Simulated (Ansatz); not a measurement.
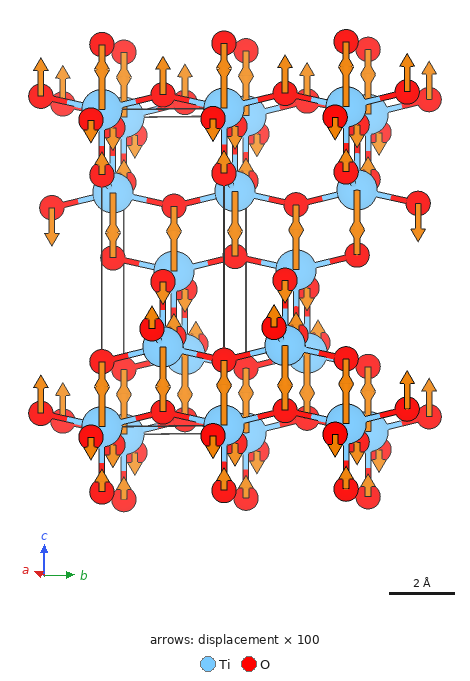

A relaxation of crystalline TiO$_{2}$ (set up in Imma). The starting structure is drawn; orange arrows show the displacements (the part carried along by the change of the cell is left out), magnified 100 times.

A ball-and-stick model of the cell of the calculation, repeated 1 × 2 × 1 with one cell outlined, seen from a free direction.

Case: uniaxial strain along a of -1.5 %; b, c and atoms relaxed.

The calculation used DFT PBE+U, scalar-relativistic, plane waves, PAW (Ansatz). (plane-wave cutoff 420 eV; k-point mesh 6 × 6 × 4; occupations gaussian; smearing width 0.02 eV; U Ti 4.0 eV; no spin polarisation; cell relaxed at fixed a, angles; force threshold 0.008 eV/Å; at most 40 steps)

What happened in the run?

The largest moves relative to the cell, 0.017 Å, are those of Ti atoms. Largest moves by element: Ti 0.017 Å, O 0.012 Å. Cell: a unchanged at 3.761 Å, b 3.832 → 3.829 Å (−0.1 %), c 9.812 → 9.860 Å (+0.5 %). Volume +0.4 %. Some distances before and after: Ti–Ti 3.091 → 3.127 Å, O–Ti 2.014 → 2.034 Å, O–Ti 2.014 → 1.995 Å, Ti–Ti 3.113 → 3.095 Å. The space group stays Imma (No. 74). The energy falls by 18.6 meV per cell of the calculation in 5 accepted moves (7 points after the start). Largest force component: 0.45 eV/Å at the start, 0.00026 eV/Å at the end. Pressure: 1.61 GPa at the start and 1.17 GPa at the end. The SCF was repeated twice at an unchanged geometry on a basis and grid sized afresh for the cell, which shifted the energy by 2.2 meV per cell of the calculation at most.
